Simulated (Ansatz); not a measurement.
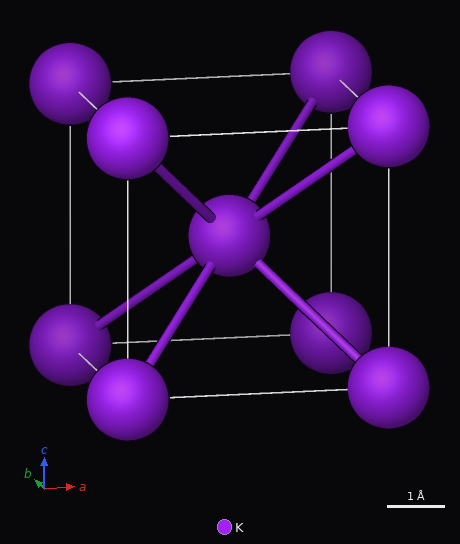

Reference structure: a symmetric starting cell of K (made from another compound by putting K in place of Li). The picture is a ball-and-stick view of the conventional cell (2 times the calculation's cell), seen slightly off an axis. Lengths and directions refer to the drawn axes.

Computed with DFT PBE, scalar-relativistic, plane waves, PAW (Ansatz). Settings: plane-wave cutoff 420 eV; k-point mesh 12 × 12 × 12; occupations gaussian; smearing width 0.1 eV; no spin polarisation.

The variant: All lengths are scaled by +0.6 % (volume +1.8 %), the atoms keeping their fractional coordinates. No relaxation follows. The starting cell wasn't computed here and needn't be at equilibrium, so pressure and forces aren't due to the change alone.

The input:
```yaml
crystal:
  lattice:
    - [-2.379685957, 2.379685957, 2.379685957]
    - [2.379685957, -2.379685957, 2.379685957]
    - [2.379685957, 2.379685957, -2.379685957]
  atoms:
    - { symbol: K, position: [0.0, 0.0, 0.0] }
basis:
  ecutwfc: 420
kpoints:
  mp_grid: { grid: [12, 12, 12] }
hamiltonian:
  xc: pbe
scf:
  occupations: { method: gaussian, width: 0.1 }
output:
  forces: true
  stress: true
  eigenvalues: true
```

What is the effect?

Answer. Some distances before and after: K–K 4.097 → 4.122 Å. The space group stays Im-3m (No. 229). The pressure is 2.0 GPa (not all of it need come from the change, since the unchanged cell can be under pressure at this level too). All forces vanish by symmetry.
